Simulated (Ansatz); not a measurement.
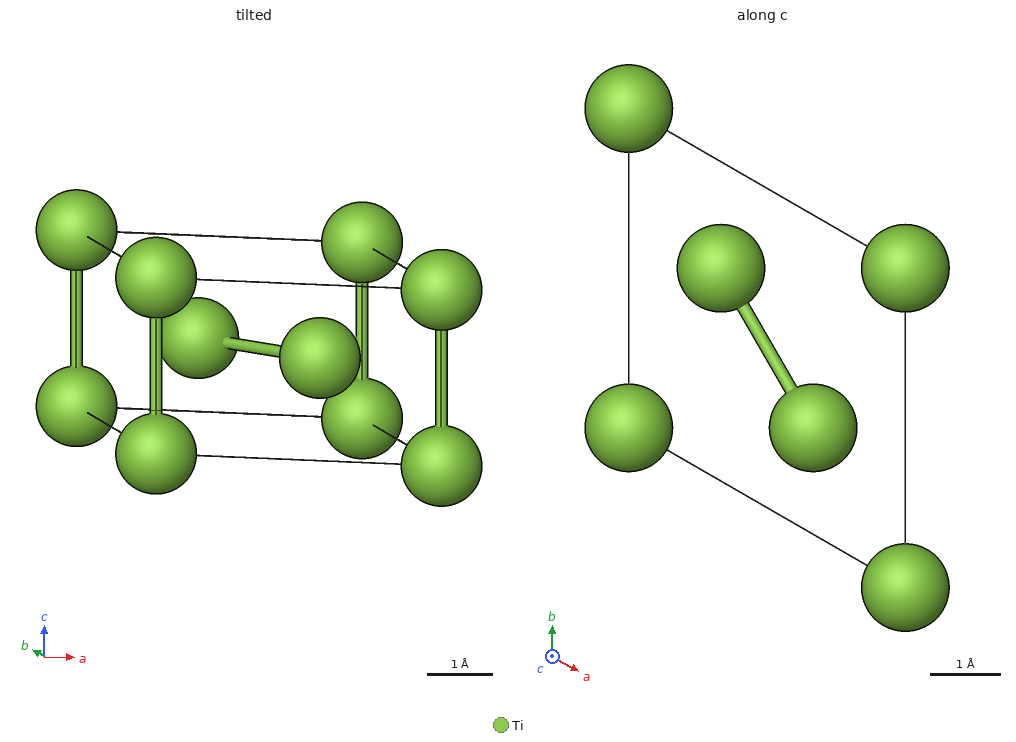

A ball-and-stick rendering, viewed slightly off an axis and along the c axis. The box is the simulation cell; atoms on or close to its faces, edges and corners are drawn wherever they repeat.

Full input:
```yaml
crystal:
  lattice:
    - [4.5680217014, 0.0, 0.0]
    - [-2.2840108507, 3.9560228385, 0.0]
    - [0.0, 0.0, 2.7680716789]
  atoms:
    - { symbol: Ti, position: [0.0, 0.0, 0.0] }
    - { symbol: Ti, position: [0.3333333333, 0.6666666667, 0.5] }
    - { symbol: Ti, position: [0.6666666667, 0.3333333333, 0.5] }
basis:
  ecutwfc: 500
kpoints:
  mp_grid: { grid: [12, 12, 18] }
hamiltonian:
  xc: r2scan
scf:
  occupations: { method: gaussian, width: 0.1 }
output:
  forces: true
  stress: true
  eigenvalues: true
```
Run as:
```sh
ansatz run input.yaml --threads 1 --pin off --max-ram 2560MiB --backend cpu --events-out ev --progress --plain --runs-dir out
```

Theory: DFT r2SCAN, scalar-relativistic, plane waves, PAW in Ansatz 0.2.0. Numerical settings: E_cut = 500 eV, k-grid 12×12×18, Gaussian smearing of 0.1 eV, no spin polarisation.

Question: Does it come out as a metal, or with a gap?

Answer: A metal: bands cross the Fermi level.

Question: State the hydrostatic pressure.

Answer: The computed pressure is 2.6 GPa (compressed: it would expand). The stress isn't hydrostatic: its largest component is 5.7 GPa.

The structure was taken from a structure listed in the Materials Project. The cell was then strained or its atoms displaced on purpose. An electronic-structure calculation with Ansatz was run on it.
